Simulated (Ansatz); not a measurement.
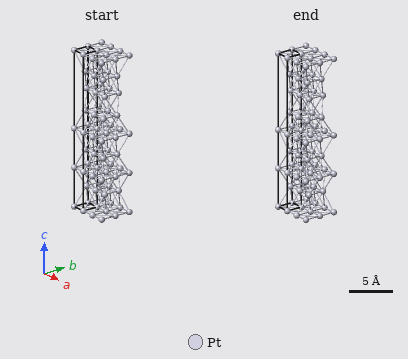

The structure of crystalline Pt (a generated structure, set up in P-3m1) before (left) and after (right) a relaxation, at one scale.

Style: ball-and-stick. Shown: the cell of the calculation, repeated 3 × 2 × 1 with one cell outlined, slightly off an axis.

Case: stacking ABACACBC.

Computed with DFT PBEsol, scalar-relativistic, plane waves, PAW (Ansatz 0.2.0).

Input file:
```yaml
crystal:
  lattice:
    - [2.7252000919, 0.0, 0.0]
    - [-1.362600046, 2.36009251, 0.0]
    - [0.0, 0.0, 18.8263866355]
  atoms:
    - { symbol: Pt, position: [0.0, 0.0, 0.0] }
    - { symbol: Pt, position: [0.3333333333, 0.6666666667, 0.125] }
    - { symbol: Pt, position: [0.0, 0.0, 0.25] }
    - { symbol: Pt, position: [0.6666666667, 0.3333333333, 0.375] }
    - { symbol: Pt, position: [0.0, 0.0, 0.5] }
    - { symbol: Pt, position: [0.6666666667, 0.3333333333, 0.625] }
    - { symbol: Pt, position: [0.3333333333, 0.6666666667, 0.75] }
    - { symbol: Pt, position: [0.6666666667, 0.3333333333, 0.875] }
basis:
  ecutwfc: 420
kpoints:
  mp_grid: { grid: [18, 18, 3] }
hamiltonian:
  xc: pbesol
scf:
  occupations: { method: gaussian, width: 0.1 }
output:
  forces: true
  stress: true
  eigenvalues: true
  populations: true
relax:
  adjacent_minimum: "off"
  f_tol: 0.01
  max_steps: 45
  cell: { stress_tol: 0.05 }
```

Run as
```bash
ansatz run input.yaml --threads 1 --pin off --max-ram 2560MiB --backend cpu --events-out ev --progress --plain --runs-dir out
```

> What changed between the two?

The largest moves relative to the cell, 0.014 Å, are those of Pt4 and Pt5. Pt5 goes along +c. The volume changes by −0.4 %, with a = b 2.725 → 2.749 Å (+0.9 %), c 18.826 → 18.428 Å (−2.1 %). Among the contacts that change: Pt1–Pt8 2.831 → 2.775 Å, Pt1–Pt2 2.831 → 2.799 Å, Pt1–Pt1 2.725 → 2.749 Å, Pt4–Pt5 2.831 → 2.821 Å. The space group stays P-3m1 (No. 164). Over 4 accepted moves (5 points after the start) the energy falls by 42.6 meV per cell of the calculation. The largest force component goes from 0.15 to 0.0021 eV/Å. Pressure: −0.49 GPa at the start and −0.01 GPa at the end. At 1 point the geometry stayed and the basis and grid were re-selected for the new cell (energy shift of 0.1 meV per cell of the calculation at most each time).
